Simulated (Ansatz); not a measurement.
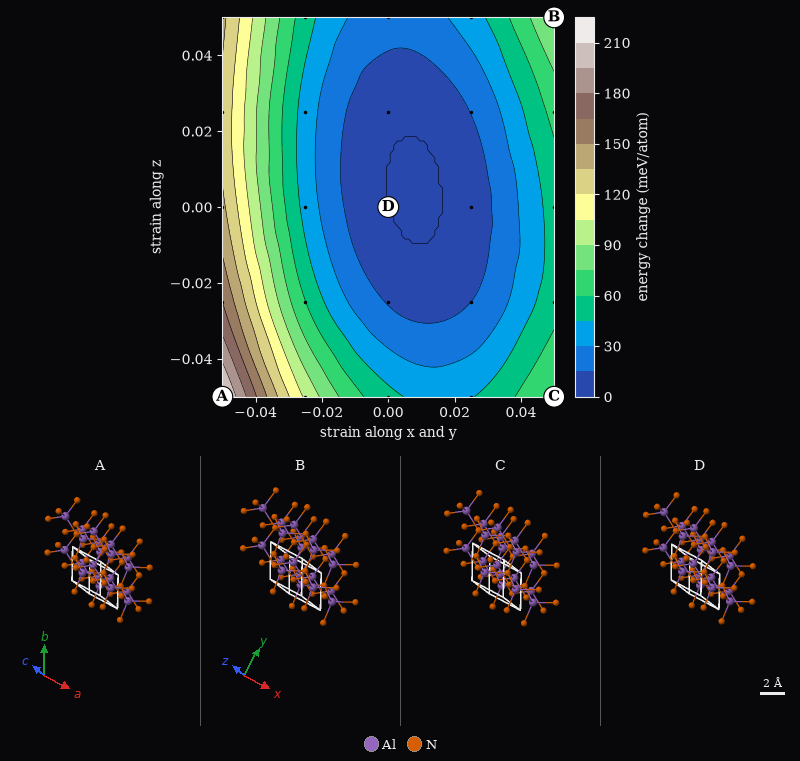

A scan of crystalline AlN (P6_3mc): the cell is strained equally along x and y and separately along z, with the atoms kept at their fractional coordinates. x, y and z are the Cartesian axes of the input. The map is interpolated between the computed points (dots). The lettered frames are marked on it. A ball-and-stick model of the cell of the calculation, repeated 2 × 2 × 2 with one cell outlined, seen along the c axis, with a slight tilt.

Computed with Ansatz 0.2.0, DFT PBE, scalar-relativistic, plane waves, PAW. (plane-wave cutoff 420 eV; k-point mesh 9 × 9 × 6; occupations gaussian; smearing width 0.05 eV; no spin polarisation). Energies (free energies at the smearing named) are counted from the cell as listed in its source, which wasn't relaxed.

**Where is the lowest point of the map, and what else does it tell?**

In pairs of (strain along x and y; strain along z): the lowest computed point lies at (0.000, 0.000) (0.0 meV/atom), the highest at (−0.050, −0.050) (214.4 meV/atom). The valley is tilted: raising the in-plane strain is made harder by raising the strain along z (cross term 0.19 of the geometric mean of the two curvatures). Over the ranges scanned the energy rises more along the first axis, the in-plane strain. The pressure runs from −19.0 GPa at (0.050, 0.050) to 47.1 GPa at (−0.050, −0.050). The frames lie at A (−0.050, −0.050): 214.4 meV/atom, B (0.050, 0.050): 91.8 meV/atom, C (0.050, −0.050): 77.6 meV/atom, D (0.000, 0.000): 0.0 meV/atom.
